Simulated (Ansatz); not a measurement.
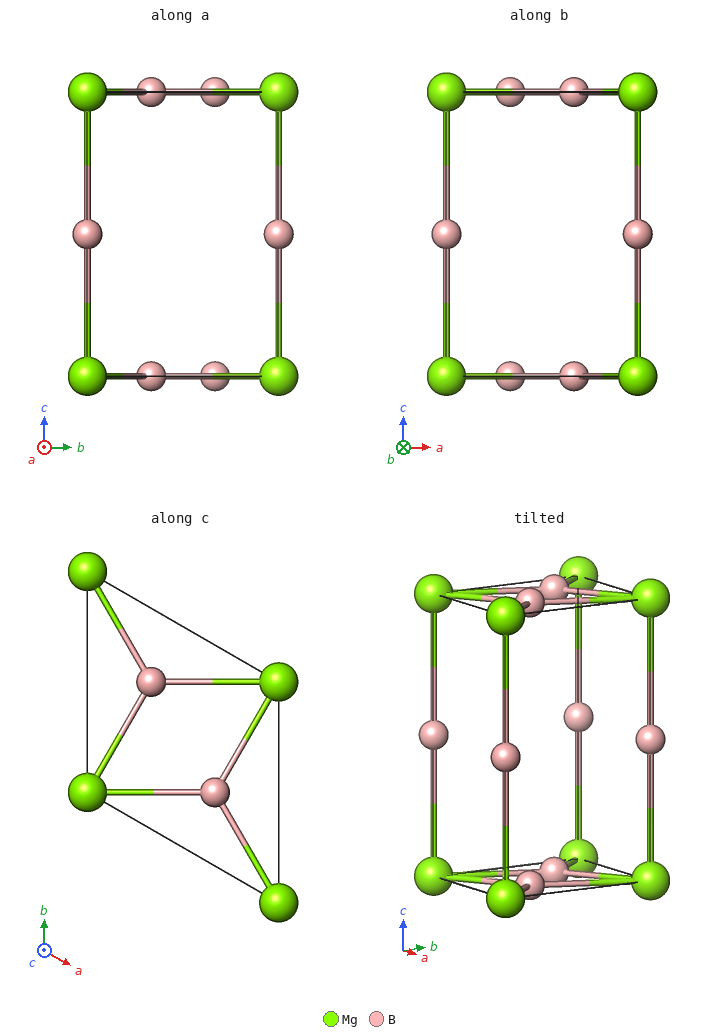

The crystal in a ball-and-stick representation, seen along the a axis, along the b axis, along the c axis and slightly off an axis. One conventional unit cell is framed, with atoms on its boundary repeated.

Lattice parameters: a = 3.6758 Å, b = 3.6758 Å, c = 4.7298 Å, α = 90.000°, β = 90.000°, γ = 120.000°.

**Give the structure in the form of a CIF with its space group and independent sites.**

```cif
data_structure
_symmetry_space_group_name_H-M 'P 6/m m m'
_symmetry_Int_Tables_number 191
_cell_length_a 3.6758
_cell_length_b 3.6758
_cell_length_c 4.7298
_cell_angle_alpha 90.000
_cell_angle_beta 90.000
_cell_angle_gamma 120.000
_cell_volume 55.35
loop_
_atom_site_label
_atom_site_type_symbol
_atom_site_symmetry_multiplicity
_atom_site_Wyckoff_symbol
_atom_site_fract_x
_atom_site_fract_y
_atom_site_fract_z
_atom_site_occupancy
Mg1 Mg 1 a 0.0000 0.0000 0.0000 1
B1 B 1 b 0.0000 0.0000 0.5000 1
B2 B 2 c 0.3333 0.6667 0.0000 1
```

Starting structure: a structure type filled with these elements by a generator (whether the compound takes this form wasn't checked). The final geometry of a relaxation with DFT PBE, scalar-relativistic, plane waves, PAW in Ansatz is shown.
